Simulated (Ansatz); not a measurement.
## Single-point calculation, with input and output: WSe$_{2}$

WSe$_{2}$ (P-3m1, 12 atoms in the cell), computed with DFT PBE, scalar-relativistic, plane waves, PAW, no spin polarisation (Ansatz 0.2.0).

The structure derives from a Materials Project entry. It belongs to a series of runs on one base structure; here: structure listed in a database for this formula (P-3m1, No. 164). Figures and captions count atoms from 1; the log counts them from 0 in places.

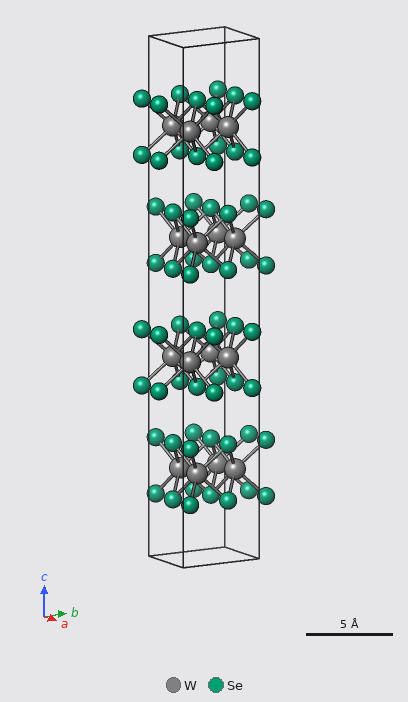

**Figure 1.** The input geometry (ball-and-stick view of the 2 × 2 repeat of the cell, with the vacuum cut short, seen slightly off an axis; bonded neighbours outside the cell are drawn too).

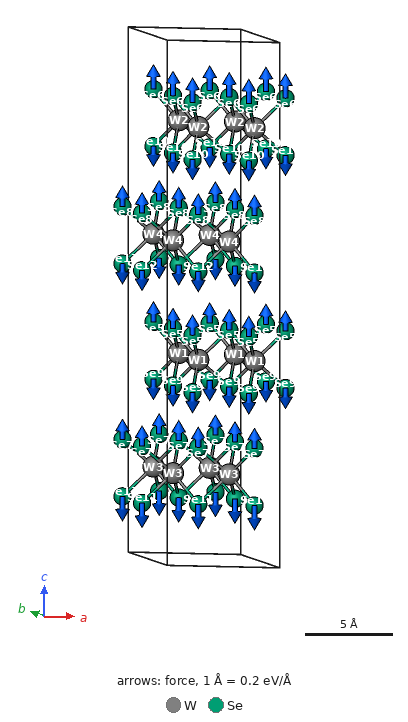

**Figure 2.** Forces on the atoms as blue arrows (ball-and-stick view of the 2 × 2 repeat of the cell, with the vacuum cut short, seen slightly off an axis; bonded neighbours outside the cell are drawn too; atoms are numbered from 1 in the order of the input); the smallest are left out. The largest act on Se6, Se11 (0.30 eV/Å); Se5, Se7, Se8, Se9, Se10, Se12 (0.25 eV/Å). The geometry is not a stationary point of this energy.

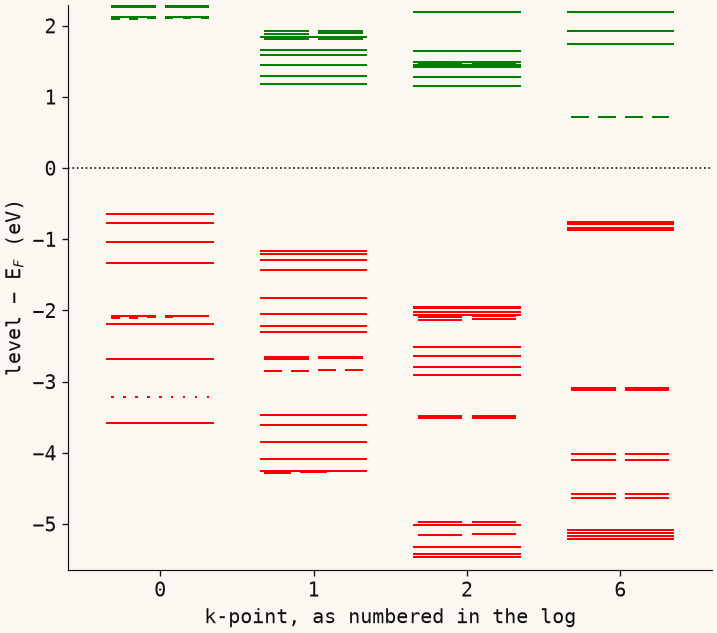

**Figure 3.** Kohn–Sham levels near the Fermi level (dotted) at the few k-points that the log prints; levels within 0.02 eV of each other stand side by side. Among these points the highest filled and lowest empty levels are 1.36 eV apart; the gap on the full mesh, 1.30 eV, has an edge at a point that isn't printed.

These pictures come from the run below.

Input
```yaml
crystal:
  lattice:
    - [3.3178488582, 0.0, 0.0]
    - [-1.6589244291, 2.8733413971, 0.0]
    - [0.0, 0.0, 36.41830731]
  atoms:
    - { symbol: W, position: [0.66666667, 0.33333333, 0.90611047] }
    - { symbol: W, position: [0.66666667, 0.33333333, 0.280468] }
    - { symbol: W, position: [0.33333333, 0.66666667, 0.719532] }
    - { symbol: W, position: [0.33333333, 0.66666667, 0.09388953] }
    - { symbol: Se, position: [0.33333333, 0.66666667, 0.95178674] }
    - { symbol: Se, position: [0.33333333, 0.66666667, 0.32610682] }
    - { symbol: Se, position: [0.66666667, 0.33333333, 0.76520455] }
    - { symbol: Se, position: [0.66666667, 0.33333333, 0.1395502] }
    - { symbol: Se, position: [0.33333333, 0.66666667, 0.8604498] }
    - { symbol: Se, position: [0.33333333, 0.66666667, 0.23479545] }
    - { symbol: Se, position: [0.66666667, 0.33333333, 0.67389318] }
    - { symbol: Se, position: [0.66666667, 0.33333333, 0.04821326] }
basis:
  ecutwfc: 420
kpoints:
  mp_grid: { grid: [6, 6, 1] }
hamiltonian:
  xc: pbe
scf:
  occupations: { method: gaussian, width: 0.1 }
  lower_state_search: "off"
output:
  forces: true
  stress: true
  eigenvalues: true
```

Launch command:
```bash
ansatz run input.yaml --threads 1 --pin off --max-ram 2560MiB --backend cpu --events-out ev --progress --plain --runs-dir out
```

Output
```
Engine: ansatz 0.2.0, x86_64-unknown-linux-gnu
Pseudopotentials: kind: paw
Pseudopotential: W, paw, valence charge 14, recommended cutoff 420 eV (normal), W.paw.azcp
Pseudopotential: Se, paw, valence charge 16, recommended cutoff 420 eV (normal), Se.paw.azcp
Functional definition: PBE
  parameter kappa = 0.804
  parameter beta = 0.06672455060314922
  exchange = pbe_x(kappa = kappa, mu = beta*pi^2/3)
  correlation = pbe_c(beta = beta)
Crystal: 12 atoms, lattice volume = 347.187 Å³
Basis set: ecut = 420 eV, 6901 PW (Γ), exchange–correlation on 48×48×500 points (8 copies of the dense FFT grid, shifted against one another)
Bands: 111, of which v1, the nominal top of the filled ones, is band 92 counted from 1 (91 counted from 0)
Symmetry: 12 space group operations
Space group: P-3m1 (ITA 164), of the structure as read, at distance tolerance 7.0e-5 Å
k-points: 7 of 36
Non-local potential: W, projectors of the file, l = 0: 3, l = 1: 2, l = 2: 2, l = 3: 1
Non-local potential: Se, projectors of the file, l = 0: 2, l = 1: 2, l = 2: 3, l = 3: 1
PAW form: soft (Blöchl's): semilocal exchange-correlation on the pseudo side does not see the compensation charge
PAW one-centre angular grid: W, 590 points (default); XC on 64 Gauss nodes
PAW one-centre angular grid: Se, 590 points (default); XC on 64 Gauss nodes
Initial density: superposition of atomic densities (neutral atoms: chi_scale 0, normalization atom), corrected by the library's trained network
Initial wavefunctions: pseudopotential atomic-orbital guess
Functional: x = pbe(κ = 0.804, μ = 0.2195149727645171), c = pbe(β = 0.06672455060314922)
SCF iter   1: F=—  HF=-85298.574194 eV  |F-HF|=—  |Δ(HF+E_count)|=         —  Δρ=3.86e-3  dr2=6.77e-2  ethr=1.77e-3  ⟨swp⟩=7.0  Hψ=2949  notcnv=0  defer=2
preconditioner: auto → Resta (q_TF=auto, 2.454 Å⁻¹)  ε∞=4.8  [insulator: Δε(μ)=1.252 eV  Ē_g=8.689 eV  σ=0.100 eV  W_gap=1.00  n_scr=106 (ndim 8)  ℏωp=16.9 eV  f_vac=0.302  D(μ)=0.00/eV (n_scr^D=0)  ε∞_Penn≈4.8  vacuum switching on, ρ_ref=5.5e-3 e/Å³]
SCF iter   2: F=—  HF=-85298.580913 eV  |F-HF|=—  |Δ(HF+E_count)|=   6.72e-3  Δρ=2.20e-3  dr2=1.20e-2  ethr=3.68e-5  ⟨swp⟩=2.0  Hψ=1142  notcnv=0  defer=9
SCF iter   3: F=—  HF=-85298.585879 eV  |F-HF|=—  |Δ(HF+E_count)|=   4.97e-3  Δρ=1.27e-3  dr2=2.85e-3  ethr=6.51e-6  ⟨swp⟩=2.0  Hψ=866  notcnv=0
automatic band count: iteration 3 solves 108 bands in place of 111: the levels show a gap, and the empty bands left out lie too high to hold charge; the band table lists the bands solved (type scf.n_extra_bands for more)
SCF iter   4: F=—  HF=-85298.588604 eV  |F-HF|=—  |Δ(HF+E_count)|=   2.72e-3  Δρ=4.71e-4  dr2=4.31e-4  ethr=1.55e-6  ⟨swp⟩=2.6  Hψ=1216  notcnv=0
SCF iter   5: F=—  HF=-85298.588994 eV  |F-HF|=—  |Δ(HF+E_count)|=   3.90e-4  Δρ=1.03e-4  dr2=3.03e-5  ethr=2.34e-7  ⟨swp⟩=2.0  Hψ=997  notcnv=0
SCF iter   6: F=—  HF=-85298.588652 eV  |F-HF|=—  |Δ(HF+E_count)|=   3.42e-4  Δρ=3.27e-5  dr2=9.64e-6  ethr=1.65e-8  ⟨swp⟩=2.4  Hψ=1314  notcnv=0
SCF iter   7: F=—  HF=-85298.588655 eV  |F-HF|=—  |Δ(HF+E_count)|=   2.78e-6  Δρ=1.15e-5  dr2=1.38e-6  ethr=5.24e-9  ⟨swp⟩=2.0  Hψ=905  notcnv=0
SCF iter   8: F=—  HF=-85298.588655 eV  |F-HF|=—  |Δ(HF+E_count)|=   4.45e-7  Δρ=6.19e-6  dr2=7.72e-7  ethr=7.50e-10  ⟨swp⟩=2.0  Hψ=943  notcnv=0
SCF iter   9: F=-85298.588655 eV  HF=-85298.588655 eV  |F-HF|=1.02e-8  |Δ(HF+E_count)|=   8.91e-9  Δρ=2.50e-6  dr2=4.95e-8  ethr=5.43e-11  ⟨swp⟩=9.0  Hψ=3666  notcnv=0
SCF 1 converged in 9 iterations: F = -85298.588655 eV  dr2 = 4.95e-8
  greatest PAW one-centre occupation: 1.000 electrons in one spin orbital (limit 2), on the Se atom at site 8 (counted from 0), in its partial waves of l = 2
SCF converged after 9 iterations
Free energy (F): -85298.588655 eV
Harris-Foulkes:  -85298.588655 eV  (|F-HF|=1.02e-8)
Internal energy: -85298.588655 eV  (E = F + TS)
E sigma→0 (E₀):  -85298.588655 eV
Fermi energy:    8.130376 eV
--- Per-component energies (eV) ---
  E_band       = -4342.088978
  E_kinetic    = 2754.645025
  E_local      = -159500.237296  (includes V_loc(G=0)·N_el)
  E_nonlocal   = -4759.444583
  E_hartree    = 78829.829064
  E_xc         = -1904.318409
  E_vxc        = -1744.643554  (∫ρ·V_xc dr)
  E_paw        = -49542.322426  (= ΣΔE_a)
  E_vpaw       = 1247.978636  (= ΣTr[D̂ρ^β])
  E_aug_tail   = -0.004921  (compensation charges beyond the density's cutoff)
  E_ewald      = 48823.264891
  E_smearing   = -0.000000  (= −TS)
  E_closure    = -0.000000  (closes the sum)
  Σ components = -85298.588655   (vs F -85298.588655, Δ=0.00e0)
--- Forces (eV/Å), atoms counted from 1 ---
  atom   1  W      0.00000000    -0.00000000     0.01016495
  atom   2  W      0.00000000    -0.00000000     0.00374144
  atom   3  W      0.00000000     0.00000000    -0.00374144
  atom   4  W      0.00000000     0.00000000    -0.01016495
  atom   5  Se     0.00000000     0.00000000     0.24856154
  atom   6  Se     0.00000000     0.00000000     0.29731563
  atom   7  Se     0.00000000    -0.00000000     0.24740451
  atom   8  Se    -0.00000000    -0.00000000     0.25161805
  atom   9  Se     0.00000000     0.00000000    -0.25161805
  atom  10  Se    -0.00000000     0.00000000    -0.24740451
  atom  11  Se     0.00000000    -0.00000000    -0.29731563
  atom  12  Se     0.00000000    -0.00000000    -0.24856154
  max |Σ_I F_I| component: 1.39e-16 eV/Å
--- Stress (GPa, compression-positive) ---
        0.851419       0.000000       0.000000
        0.000000       0.851419       0.000000
        0.000000       0.000000       2.087045
  P = ⅓ Tr σ = 1.2633 GPa (12.633 kbar)
--- Band table (eV; the first three rows and the last of 7) ---
  k-point 0: bands = ["-66.6494", "-66.6494", "-66.6471", "-66.6471", "-40.2034", "-40.2034", "-40.2034", "-40.2034", "-40.2022", "-40.2022", "-40.2022", "-40.2022", "-40.1999", "-40.1999", "-40.1999", "-40.1999", "-40.1938", "-40.1938", "-40.1938", "-40.1938", "-40.1713", "-40.1713", "-40.1712", "-40.1712", "-40.1696", "-40.1696", "-40.1695", "-40.1695", "-40.1677", "-40.1677", "-40.1677", "-40.1677", "-40.1593", "-40.1593", "-40.1593", "-40.1593", "-40.1580", "-40.1580", "-40.1554", "-40.1553", "-40.1541", "-40.1541", "-40.1447", "-40.1447", "-30.9222", "-30.9222", "-30.9198", "-30.9197", "-30.8133", "-30.8133", "-30.8133", "-30.8133", "-30.8111", "-30.8111", "-30.8111", "-30.8111", "-7.4790", "-7.4490", "-7.4074", "-7.3793", "-6.2354", "-6.1792", "-6.1087", "-6.0632", "0.8706", "1.0290", "1.2551", "1.4320", "4.5428", "4.9119", "4.9119", "4.9145", "4.9145", "4.9175", "4.9175", "4.9178", "4.9187", "4.9187", "5.4453", "5.9461", "6.0303", "6.0303", "6.0374", "6.0374", "6.0462", "6.0462", "6.0510", "6.0510", "6.8014", "7.0914", "7.3515", "7.4871", "10.2285", "10.2285", "10.2349", "10.2349", "10.2456", "10.2456", "10.2511", "10.2511", "10.3946", "10.3946", "10.4241", "10.4241", "10.4578", "10.4578", "10.4774", "10.4774"]
  k-point 1: bands = ["-66.6471", "-66.6471", "-66.6449", "-66.6449", "-40.2033", "-40.2033", "-40.2023", "-40.2023", "-40.2023", "-40.2022", "-40.2012", "-40.2012", "-40.1999", "-40.1999", "-40.1989", "-40.1989", "-40.1938", "-40.1938", "-40.1928", "-40.1928", "-40.1715", "-40.1715", "-40.1714", "-40.1714", "-40.1701", "-40.1701", "-40.1697", "-40.1697", "-40.1681", "-40.1681", "-40.1679", "-40.1679", "-40.1597", "-40.1597", "-40.1594", "-40.1594", "-40.1575", "-40.1575", "-40.1549", "-40.1548", "-40.1537", "-40.1537", "-40.1442", "-40.1442", "-30.9110", "-30.9110", "-30.9085", "-30.9085", "-30.8675", "-30.8675", "-30.8653", "-30.8653", "-30.8259", "-30.8259", "-30.8237", "-30.8237", "-7.0864", "-7.0571", "-7.0164", "-6.9888", "-6.0341", "-5.9833", "-5.9203", "-5.8801", "1.3640", "1.5167", "1.7391", "1.9170", "3.8515", "3.8594", "3.8701", "3.8776", "4.0458", "4.2783", "4.5245", "4.6660", "5.2775", "5.2832", "5.2909", "5.2954", "5.4488", "5.4589", "5.4707", "5.4774", "5.8211", "5.9091", "6.0848", "6.3089", "6.7050", "6.8350", "6.9290", "6.9692", "9.3097", "9.4235", "9.5748", "9.7225", "9.7867", "9.9399", "9.9425", "9.9768", "10.0130", "10.0231", "10.0531", "10.0543", "10.7912", "10.8209", "10.8550", "10.8749"]
  k-point 2: bands = ["-66.6426", "-66.6426", "-66.6403", "-66.6403", "-40.2034", "-40.2034", "-40.2022", "-40.2022", "-40.2003", "-40.2003", "-40.1999", "-40.1999", "-40.1992", "-40.1992", "-40.1969", "-40.1969", "-40.1938", "-40.1938", "-40.1908", "-40.1908", "-40.1721", "-40.1721", "-40.1718", "-40.1718", "-40.1710", "-40.1710", "-40.1699", "-40.1699", "-40.1688", "-40.1688", "-40.1682", "-40.1682", "-40.1605", "-40.1605", "-40.1597", "-40.1597", "-40.1566", "-40.1566", "-40.1539", "-40.1538", "-40.1527", "-40.1527", "-40.1432", "-40.1432", "-30.9743", "-30.9743", "-30.9721", "-30.9721", "-30.8885", "-30.8885", "-30.8861", "-30.8861", "-30.8509", "-30.8509", "-30.8487", "-30.8487", "-6.1441", "-6.1200", "-6.0862", "-6.0636", "-5.5609", "-5.5260", "-5.4852", "-5.4605", "1.7780", "1.8287", "1.8954", "1.9400", "2.6619", "2.7120", "2.8030", "2.9732", "2.9825", "3.1149", "3.1504", "3.1556", "4.6134", "4.6251", "4.6404", "4.6498", "5.2241", "5.3315", "5.4828", "5.6100", "5.9954", "6.0149", "6.0395", "6.0549", "6.0612", "6.1113", "6.1592", "6.1849", "9.2785", "9.4097", "9.5483", "9.5717", "9.5932", "9.6030", "9.6240", "9.7691", "10.3286", "10.5240", "10.7764", "10.9817", "11.4372", "11.5008", "11.5816", "11.6354"]
  k-point 6: bands = ["-66.6392", "-66.6392", "-66.6369", "-66.6369", "-40.2016", "-40.2016", "-40.2007", "-40.2007", "-40.2000", "-40.2000", "-40.1997", "-40.1996", "-40.1980", "-40.1980", "-40.1973", "-40.1973", "-40.1918", "-40.1918", "-40.1912", "-40.1912", "-40.1730", "-40.1729", "-40.1721", "-40.1721", "-40.1708", "-40.1707", "-40.1706", "-40.1706", "-40.1692", "-40.1692", "-40.1686", "-40.1686", "-40.1607", "-40.1607", "-40.1602", "-40.1602", "-40.1560", "-40.1560", "-40.1531", "-40.1531", "-40.1521", "-40.1521", "-40.1425", "-40.1425", "-30.9748", "-30.9748", "-30.9727", "-30.9727", "-30.9493", "-30.9493", "-30.9471", "-30.9471", "-30.8716", "-30.8716", "-30.8692", "-30.8692", "-5.2264", "-5.2264", "-5.2202", "-5.2202", "-5.0835", "-5.0835", "-5.0762", "-5.0762", "1.9298", "1.9550", "1.9897", "2.0133", "2.0739", "2.0739", "2.0859", "2.0859", "2.9189", "2.9587", "3.0077", "3.0394", "3.4991", "3.4991", "3.5566", "3.5566", "4.0343", "4.0343", "4.1098", "4.1098", "5.0108", "5.0108", "5.0448", "5.0448", "7.2574", "7.2917", "7.3383", "7.3719", "8.8465", "8.8465", "8.8483", "8.8483", "9.8705", "10.0581", "10.3191", "10.5269", "10.7611", "10.7611", "10.8061", "10.8061", "12.0788", "12.0788", "12.1868", "12.1868"]
```

Summary

```tsv
quantity	value
outcome	converged
space group (tolerance 0.01 Å)	P-3m1 (164)
electrons treated	184
free energy	−85298.5887 eV
Fermi energy	8.130 eV
gap on the k-point mesh	1.30 eV
pressure	1.26 GPa
largest force (length of the vector)	0.297 eV/Å
hardware	1 thread of Intel Xeon @ 2.50GHz (Skylake/Cascade Lake), 192 GiB of memory available, shared host
wall time	24 s
peak memory	0.79 GiB
```

Spin–orbit coupling is left out, which matters for W.
